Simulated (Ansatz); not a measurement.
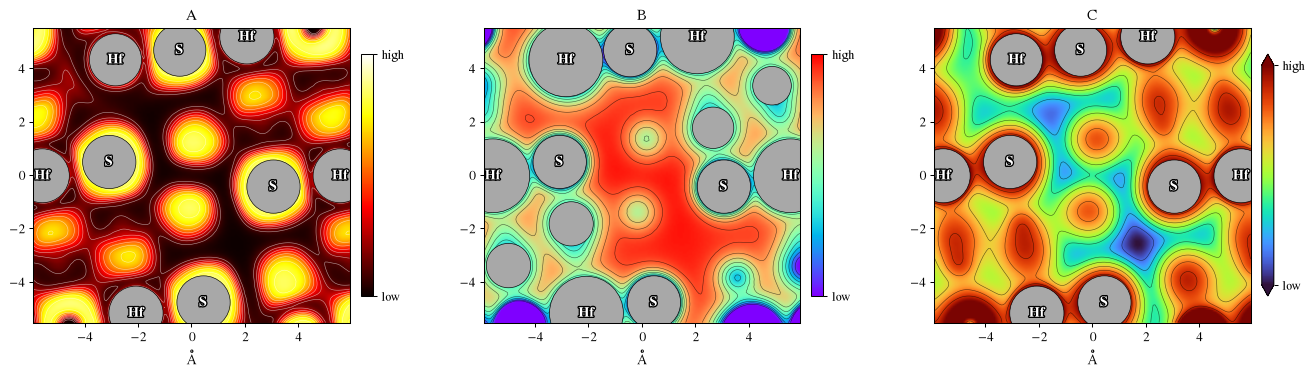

Hf$_{17}$S$_{31}$ (cell with a defect): 3 fields on the (101̄) plane of the calculation cell, with unlabelled colour scales. Grey discs cover the atomic cores.

Level of theory: Ansatz 0.2.0, DFT PBE+D3(BJ), scalar-relativistic, plane waves, PAW.

Q: Match the panels to the quantities (electron localisation function, electrostatic potential energy of an electron and valence pseudo-density).

A: Panel A: electron localisation function. Panel B: electrostatic potential energy of an electron (low next to the atoms, rising into the space between them). Panel C: valence pseudo-density. From the grid: Hf–S (2.53 Å): ρ is about 0.48 e/Å³ halfway; the ELF peaks at about 0.85 in the valence shell of S, 0.9 Å from its nucleus, and is about 0.40 at the midpoint.
